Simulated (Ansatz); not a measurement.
Single-point calculation of Co

System: Co (6 atoms in the cell).
Method: DFT PBE, scalar-relativistic, plane waves, PAW, spin-polarised (Ansatz 0.2.0).

The structure derives from an entry of the Crystallography Open Database. It belongs to a series of runs on one base structure; here: the crystal opened by -0.30 A across the cut. Figures and captions count atoms from 1; the log counts them from 0 in places.

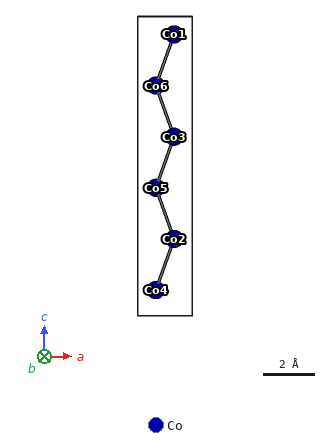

The structure (ball-and-stick view of the cell of the calculation, set on other vectors, along the b axis; atoms are numbered from 1 in the order of the input). An atom can appear more than once, as a periodic image. Near neighbours in the periodic cell (some may lie outside the picture): Co has 12 Co at 2.24 to 2.49 Å.

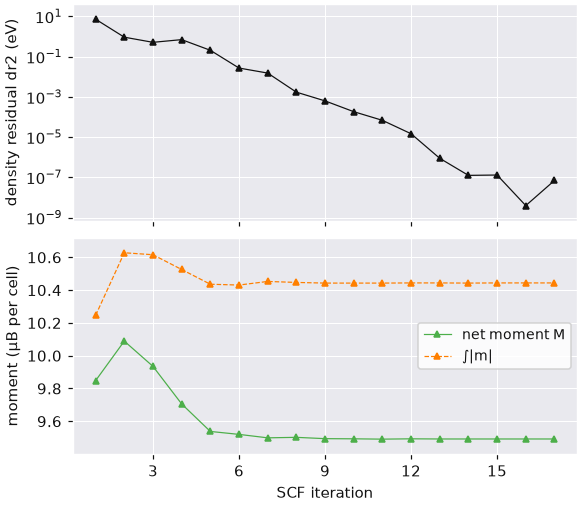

Convergence of the self-consistent field: density residual dr2 and magnetic moment against the SCF iteration. The residual comes down, with one marked jump up, by a factor of about 20, at step 17. The net moment goes from 9.8 to 9.5 μB per cell.

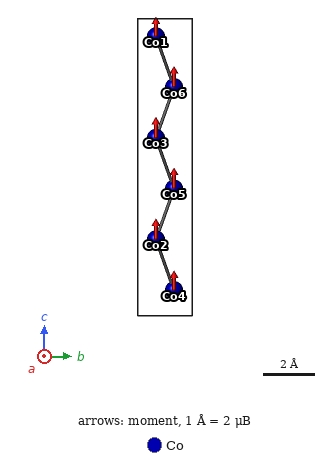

Magnetic moments of the sites as red arrows (ball-and-stick view of the cell of the calculation, set on other vectors, along the a axis; atoms are numbered from 1 in the order of the input); small moments hardly show. The run is collinear, so the axis drawn is arbitrary. Site moments: Co2, Co3, Co5, Co6 (1.69 μB); Co1, Co4 (1.59 μB). They are counted near the atoms and needn't add up to the moment of the cell.

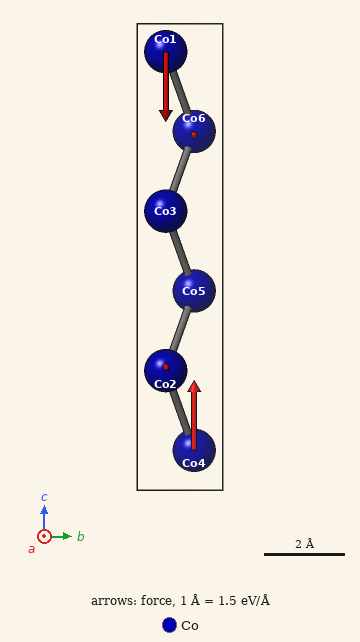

Forces on the atoms as red arrows (ball-and-stick view of the cell of the calculation, set on other vectors, along the a axis; atoms are numbered from 1 in the order of the input); the smallest are left out. The largest act on Co1, Co4 (2.68 eV/Å). The geometry is not a stationary point of this energy.

The input and output of the run follow.

**The input**
```yaml
crystal:
  lattice:
    - [-2.4922474725, 0.0, 0.0]
    - [-1.2461237362, -2.1583496237, 0.0]
    - [0.0, 0.0, 11.8001612406]
  atoms:
    - { symbol: Co, position: [0.3333333333, 0.3333333333, 0.9399885234], spin: 1.84 }
    - { symbol: Co, position: [0.3333333333, 0.3333333333, 0.2563729357], spin: 1.84 }
    - { symbol: Co, position: [0.3333333333, 0.3333333333, 0.5981807295], spin: 1.84 }
    - { symbol: Co, position: [0.6666666667, 0.6666666667, 0.0854690388], spin: 1.84 }
    - { symbol: Co, position: [0.6666666667, 0.6666666667, 0.4272768326], spin: 1.84 }
    - { symbol: Co, position: [0.6666666667, 0.6666666667, 0.7690846265], spin: 1.84 }
basis:
  ecutwfc: 420
kpoints:
  mp_grid: { grid: [27, 27, 5] }
hamiltonian:
  xc: pbe
scf:
  occupations: { method: gaussian, width: 0.15 }
output:
  forces: true
  stress: true
  eigenvalues: true
  populations: true
magnetization:
  spin_polarized: true
```

Run as:
```bash
ansatz run input.yaml --threads 2 --pin off --max-ram 5120MiB --backend cpu --events-out ev --progress --plain --runs-dir out
```

**The program's output**
```
Engine: ansatz 0.2.0, x86_64-unknown-linux-gnu
Pseudopotentials: kind: paw
Pseudopotential: Co, paw, valence charge 17, recommended cutoff 420 eV (normal), Co.paw.azcp
Functional definition: PBE
  parameter kappa = 0.804
  parameter beta = 0.06672455060314922
  exchange = pbe_x(kappa = kappa, mu = beta*pi^2/3)
  correlation = pbe_c(beta = beta)
Crystal: 6 atoms, lattice volume = 63.475 Å³
Basis set: ecut = 420 eV, 1197 PW (Γ), exchange–correlation on 36×36×160 points (8 copies of the dense FFT grid, shifted against one another)
Bands: 68, of which v1, the nominal top of the filled ones, is band 51 counted from 1 (50 counted from 0)
Symmetry: 12 space group operations
Space group: P-3m1 (ITA 164), of the structure as read, at distance tolerance 4.0e-5 Å
Magnetic group: BNS 164.85 (UNI 1315), of the structure as read, at distance tolerance 4.0e-5 Å
k-points: 347 of 3645
Non-local potential: Co, projectors of the file, l = 0: 3, l = 1: 2, l = 2: 3, l = 3: 1
PAW form: soft (Blöchl's): semilocal exchange-correlation on the pseudo side does not see the compensation charge
PAW one-centre angular grid: Co, 590 points (default); XC on 64 Gauss nodes
Initial density: superposition of atomic densities (chi_scale 0.1, normalization cell)
Starting moments: Σ|m| = 11.04 μB on 6 of 6 sites
Initial wavefunctions: pseudopotential atomic-orbital guess
Functional: x = pbe(κ = 0.804, μ = 0.2195149727645171), c = pbe(β = 0.06672455060314922)
SCF iter   1: F=—  HF=-30754.273560 eV  |F-HF|=—  |Δ(HF+E_count)|=         —  Δρ=8.99e-2 (↑5.55e-2 ↓8.99e-2)  dr2=7.29e0  dr2_m=3.99e-1  M=9.848 μB ∫|m|=10.246 μB  β_m=0.30  ethr=3.10e-3  ⟨swp⟩=5.2  Hψ=146471  notcnv=0  defer=968
Mixer restart at iter 1: flushing history
preconditioner: auto → Kerker (q_TF=auto, 2.953 Å⁻¹)  [metal: Δε(μ)=0.002 eV  Ē_g=8.818 eV  σ=0.150 eV  W_gap=0.01  n_scr=16 (ndim 8)  ℏωp=34.2 eV  f_vac=0.000  D(μ)=5.71/eV (n_scr^D=80)]
spin=Collinear: Kerker preconditioning applied to the charge; magnetization (m = ρ↑ − ρ↓) channel mixes plain (no charge-response kernel on spin).
SCF iter   2: F=—  HF=-30752.137160 eV  |F-HF|=—  |Δ(HF+E_count)|=    2.14e0  Δρ=4.13e-2 (↑1.57e-2 ↓4.13e-2)  dr2=9.32e-1  dr2_m=4.01e-1  M=10.089 μB ∫|m|=10.628 μB  β_m=0.36  ethr=3.10e-3  ⟨swp⟩=2.2  Hψ=76038  notcnv=0  defer=4491
SCF iter   3: F=—  HF=-30754.085925 eV  |F-HF|=—  |Δ(HF+E_count)|=    1.95e0  Δρ=2.11e-2 (↑2.11e-2 ↓1.32e-2)  dr2=5.17e-1  dr2_m=1.33e-1  M=9.935 μB ∫|m|=10.616 μB  β_m=0.57  ethr=9.14e-4  ⟨swp⟩=2.0  Hψ=53958  notcnv=0  defer=4489
SCF iter   4: F=—  HF=-30755.964238 eV  |F-HF|=—  |Δ(HF+E_count)|=    1.88e0  Δρ=1.95e-2 (↑1.95e-2 ↓1.07e-2)  dr2=7.04e-1  dr2_m=1.90e-2  M=9.706 μB ∫|m|=10.526 μB  β_m=0.75  ethr=5.07e-4  ⟨swp⟩=2.5  Hψ=72286  notcnv=0  defer=4601
SCF iter   5: F=—  HF=-30756.542305 eV  |F-HF|=—  |Δ(HF+E_count)|=   5.78e-1  Δρ=1.36e-2 (↑1.26e-2 ↓1.36e-2)  dr2=2.08e-1  dr2_m=1.15e-2  M=9.538 μB ∫|m|=10.436 μB  β_m=0.55  ethr=5.07e-4  ⟨swp⟩=2.0  Hψ=74354  notcnv=0  defer=4613
SCF iter   6: F=—  HF=-30756.555591 eV  |F-HF|=—  |Δ(HF+E_count)|=   1.33e-2  Δρ=5.12e-3 (↑5.12e-3 ↓3.71e-3)  dr2=2.72e-2  dr2_m=8.70e-3  M=9.520 μB ∫|m|=10.431 μB  β_m=0.77  ethr=2.04e-4  ⟨swp⟩=2.0  Hψ=73127  notcnv=0  defer=4832
SCF iter   7: F=—  HF=-30756.574751 eV  |F-HF|=—  |Δ(HF+E_count)|=   1.92e-2  Δρ=4.35e-3 (↑1.29e-3 ↓4.35e-3)  dr2=1.53e-2  dr2_m=1.74e-3  M=9.499 μB ∫|m|=10.453 μB  β_m=0.71  ethr=2.66e-5  ⟨swp⟩=2.2  Hψ=64985  notcnv=0  defer=4832
SCF iter   8: F=—  HF=-30756.571359 eV  |F-HF|=—  |Δ(HF+E_count)|=   3.39e-3  Δρ=1.18e-3 (↑6.92e-4 ↓1.18e-3)  dr2=1.72e-3  dr2_m=8.17e-5  M=9.502 μB ∫|m|=10.447 μB  β_m=0.85  ethr=1.50e-5  ⟨swp⟩=1.0  Hψ=47852  notcnv=0  defer=4832
SCF iter   9: F=—  HF=-30756.572532 eV  |F-HF|=—  |Δ(HF+E_count)|=   1.17e-3  Δρ=6.05e-4 (↑4.55e-4 ↓6.05e-4)  dr2=6.32e-4  dr2_m=1.54e-5  M=9.494 μB ∫|m|=10.443 μB  β_m=0.76  ethr=1.69e-6  ⟨swp⟩=2.0  Hψ=63556  notcnv=0  defer=4832
SCF iter  10: F=—  HF=-30756.572542 eV  |F-HF|=—  |Δ(HF+E_count)|=   9.87e-6  Δρ=3.51e-4 (↑2.41e-4 ↓3.51e-4)  dr2=1.84e-4  dr2_m=6.06e-6  M=9.493 μB ∫|m|=10.443 μB  β_m=0.74  ethr=6.19e-7  ⟨swp⟩=2.0  Hψ=62616  notcnv=0  defer=4832
SCF iter  11: F=—  HF=-30756.572528 eV  |F-HF|=—  |Δ(HF+E_count)|=   1.41e-5  Δρ=2.50e-4 (↑1.92e-4 ↓2.50e-4)  dr2=6.83e-5  dr2_m=1.69e-6  M=9.491 μB ∫|m|=10.443 μB  β_m=0.84  ethr=1.80e-7  ⟨swp⟩=2.0  Hψ=64699  notcnv=0  defer=4832
SCF iter  12: F=—  HF=-30756.572538 eV  |F-HF|=—  |Δ(HF+E_count)|=   1.03e-5  Δρ=7.22e-5 (↑5.76e-5 ↓7.22e-5)  dr2=1.47e-5  dr2_m=1.64e-7  M=9.493 μB ∫|m|=10.444 μB  β_m=0.76  ethr=6.70e-8  ⟨swp⟩=2.0  Hψ=64959  notcnv=0  defer=4832
SCF iter  13: F=—  HF=-30756.572538 eV  |F-HF|=—  |Δ(HF+E_count)|=   7.08e-7  Δρ=3.34e-5 (↑1.91e-5 ↓3.34e-5)  dr2=8.82e-7  dr2_m=6.05e-8  M=9.492 μB ∫|m|=10.444 μB  β_m=0.88  ethr=1.45e-8  ⟨swp⟩=1.1  Hψ=47335  notcnv=0  defer=4832
SCF iter  14: F=—  HF=-30756.572538 eV  |F-HF|=—  |Δ(HF+E_count)|=   8.38e-8  Δρ=1.25e-5 (↑5.54e-6 ↓1.25e-5)  dr2=1.25e-7  dr2_m=1.30e-8  M=9.492 μB ∫|m|=10.443 μB  β_m=0.94  ethr=8.65e-10  ⟨swp⟩=2.0  Hψ=64590  notcnv=0  defer=4832
SCF iter  15: F=—  HF=-30756.572538 eV  |F-HF|=—  |Δ(HF+E_count)|=   3.50e-8  Δρ=8.47e-6 (↑4.73e-6 ↓8.47e-6)  dr2=1.30e-7  dr2_m=2.81e-9  M=9.492 μB ∫|m|=10.444 μB  β_m=0.89  ethr=1.23e-10  ⟨swp⟩=2.0  Hψ=63451  notcnv=0  defer=4832
SCF iter  16: F=—  HF=-30756.572538 eV  |F-HF|=—  |Δ(HF+E_count)|=   1.00e-8  Δρ=1.93e-6 (↑1.18e-6 ↓1.93e-6)  dr2=3.92e-9  dr2_m=6.35e-10  M=9.492 μB ∫|m|=10.444 μB  β_m=0.95  ethr=1.23e-10  ⟨swp⟩=2.0  Hψ=54827  notcnv=0  defer=4832
SCF iter  17: F=-30756.572538 eV  HF=-30756.572538 eV  |F-HF|=6.41e-8  |Δ(HF+E_count)|=   2.93e-9  Δρ=7.63e-6 (↑2.13e-6 ↓7.63e-6)  dr2=6.96e-8  dr2_m=4.66e-9  M=9.492 μB ∫|m|=10.444 μB  ethr=3.85e-12  ⟨swp⟩=6.8  Hψ=176714  notcnv=0
SCF 1 converged in 17 iterations: F = -30756.572538 eV  dr2 = 6.96e-8
  greatest PAW one-centre occupation: 1.001 electrons in one spin orbital (limit 2), on the Co atom at site 5 (counted from 0), in its partial waves of l = 1
SCF converged after 17 iterations
Magnetization: 9.4924 μB (55.7462 up, 46.2538 down)
Absolute magnetization: 10.4474 μB (∫|ρ↑−ρ↓|, with the PAW one-centre terms)
Spin contamination: 0.1590 ħ² per cell (⟨S²⟩ above its minimum at these occupations)
Per-site moments (μB) at R_I (Å): [(1.5855800745050612, 0.9239879559524452), (1.6872493284231176, 1.02192538226852), (1.690171668049067, 1.02192538226852), (1.5855800745050612, 0.9239879559524452), (1.690171668049066, 1.02192538226852), (1.6872493284231176, 1.02192538226852)]
Free energy (F): -30756.572538 eV
Harris-Foulkes:  -30756.572538 eV  (|F-HF|=6.41e-8)
Internal energy: -30756.515647 eV  (E = F + TS)
E sigma→0 (E₀):  -30756.544092 eV
Entropy (-TS):   -0.056891 eV (-9.482 meV/atom)
Fermi energy:    19.272785 eV
--- Per-component energies (eV) ---
  E_band       = -1409.063464
  E_kinetic    = 2728.424297
  E_local      = -16988.866433  (includes V_loc(G=0)·N_el)
  E_nonlocal   = 2725.974467
  E_hartree    = 7146.983643
  E_xc         = -956.101848
  E_vxc        = -1233.951418  (∫ρ·V_xc dr)
  E_paw        = -9092.692309  (= ΣΔE_a)
  E_vpaw       = -2934.612624  (= ΣTr[D̂ρ^β])
  E_aug_tail   = 0.000526  (compensation charges beyond the density's cutoff)
  E_ewald      = -16320.237988
  E_smearing   = -0.056891  (= −TS)
  E_closure    = 0.000000  (closes the sum)
  Σ components = -30756.572538   (vs F -30756.572538, Δ=0.00e0)
--- Forces (eV/Å), atoms counted from 1 ---
  atom   1  Co    -0.00000000    -0.00000000    -2.67849863
  atom   2  Co     0.00000000     0.00000000     0.32286102
  atom   3  Co     0.00000000     0.00000000     0.11973023
  atom   4  Co     0.00000000     0.00000000     2.67849863
  atom   5  Co    -0.00000000    -0.00000000    -0.11973023
  atom   6  Co    -0.00000000    -0.00000000    -0.32286102
  max |Σ_I F_I| component: 6.66e-16 eV/Å
--- Stress (GPa, compression-positive) ---
        5.223766       0.000000      -0.000000
        0.000000       5.223766       0.000000
       -0.000000       0.000000      15.173770
  P = ⅓ Tr σ = 8.5404 GPa (85.404 kbar)
--- Band table (eV; the first three rows and the last of 694) ---
  k-point 0 ↑: bands = ["-76.8193", "-76.7965", "-76.7781", "-76.7525", "-76.7506", "-76.7093", "-40.2623", "-40.1599", "-40.1037", "-39.9627", "-39.9500", "-39.9500", "-39.9274", "-39.9102", "-39.9102", "-39.8949", "-39.8949", "-39.8736", "-39.8736", "-39.8733", "-39.8733", "-39.8523", "-39.8523", "-39.7978", "10.0658", "11.1551", "11.3498", "13.4500", "13.5496", "13.9611", "16.2743", "16.2743", "16.3220", "16.3356", "16.3356", "16.4870", "16.6287", "16.6287", "16.6722", "16.6722", "16.7005", "16.7386", "16.7386", "16.7386", "16.9593", "16.9593", "17.2321", "17.2909", "17.2909", "17.7932", "17.7932", "17.8699", "17.8699", "18.3602", "18.3602", "18.3877", "18.3877", "18.6946", "18.6946", "19.5002", "26.0215", "30.7410", "31.4266", "38.7063", "39.5093", "40.8415", "41.2961", "41.4277"]
  k-point 1 ↑: bands = ["-76.8192", "-76.7970", "-76.7769", "-76.7556", "-76.7482", "-76.7094", "-40.2610", "-40.1687", "-40.0897", "-39.9801", "-39.9500", "-39.9500", "-39.9154", "-39.9105", "-39.9105", "-39.8940", "-39.8940", "-39.8772", "-39.8772", "-39.8702", "-39.8702", "-39.8524", "-39.8524", "-39.7988", "10.1070", "10.8560", "11.7172", "13.1581", "13.6931", "13.9775", "16.2761", "16.2761", "16.2804", "16.3387", "16.3387", "16.4859", "16.5442", "16.6200", "16.6200", "16.6403", "16.6403", "16.7816", "16.7816", "16.8540", "16.9473", "16.9473", "17.3226", "17.3226", "17.4824", "17.6801", "17.6801", "17.9777", "17.9777", "18.3115", "18.3115", "18.4138", "18.4138", "18.6953", "18.6953", "19.3013", "26.3086", "29.6117", "32.6474", "37.5000", "40.3076", "40.9089", "41.3941", "41.6608"]
  k-point 2 ↑: bands = ["-76.8191", "-76.7978", "-76.7749", "-76.7587", "-76.7464", "-76.7094", "-40.2587", "-40.1796", "-40.0658", "-40.0059", "-39.9500", "-39.9500", "-39.9109", "-39.9109", "-39.9032", "-39.8922", "-39.8922", "-39.8802", "-39.8802", "-39.8682", "-39.8682", "-39.8527", "-39.8527", "-39.8006", "10.2102", "10.5822", "12.2051", "12.7134", "13.7585", "14.0045", "16.2192", "16.2792", "16.2792", "16.3441", "16.3441", "16.4200", "16.5486", "16.6063", "16.6063", "16.6102", "16.6102", "16.8427", "16.8427", "16.8766", "16.9141", "16.9141", "17.4052", "17.4052", "17.5451", "17.5451", "17.9923", "18.0975", "18.0975", "18.2332", "18.2332", "18.4310", "18.4310", "18.6964", "18.6964", "18.8435", "27.0296", "28.3844", "34.1786", "35.9370", "40.5705", "40.9828", "41.5705", "41.8434"]
  k-point 346 ↓: bands = ["-74.7683", "-74.7683", "-74.6681", "-74.6681", "-74.6554", "-74.6554", "-38.2968", "-38.2968", "-38.2502", "-38.1034", "-38.1034", "-38.0985", "-38.0746", "-38.0746", "-38.0743", "-38.0566", "-38.0161", "-38.0032", "-37.9858", "-37.9858", "-37.9515", "-37.9515", "-37.9108", "-37.9108", "15.6527", "16.0077", "16.0077", "16.2948", "16.3459", "16.4368", "16.4368", "16.6015", "16.6142", "16.6508", "16.6548", "16.6548", "17.4637", "17.4637", "17.7068", "17.7068", "17.8089", "17.8089", "18.8390", "18.9712", "19.0198", "19.2735", "20.0081", "20.2222", "20.2222", "20.3141", "20.3141", "20.3701", "20.4169", "20.4169", "24.7292", "25.0849", "25.2762", "25.2762", "25.3526", "25.3526", "25.5848", "25.5848", "27.0624", "27.6802", "29.6013", "29.6013", "30.4181", "31.2551"]
--- Löwdin populations: 6 sites ---
  site symbol       q [e]    m [muB]
     0     Co     16.7963     1.5802
     1     Co     16.7795     1.6729
     2     Co     16.7787     1.6798
     3     Co     16.7963     1.5802
     4     Co     16.7787     1.6798
     5     Co     16.7795     1.6729
  spilling = 0.012657 (of n_electrons = 102.000000)
```

**Results in brief**

| quantity | value |
| --- | --- |
| outcome | converged |
| space group (tolerance 0.01 Å) | P-3m1 (164) |
| electrons treated | 102 |
| free energy | −30756.5725 eV |
| Fermi energy | 19.273 eV |
| gap on the k-point mesh | none (metallic) |
| net moment of the cell | 9.49 μB |
| integrated absolute moment | 10.45 μB |
| pressure | 8.54 GPa |
| largest force (length of the vector) | 2.678 eV/Å |
| hardware | 2 threads of AMD EPYC (Zen 5), 32 GiB of memory available, shared host |
| wall time | 50 s (CPU time 97 s) |
| peak memory | 2.1 GiB |
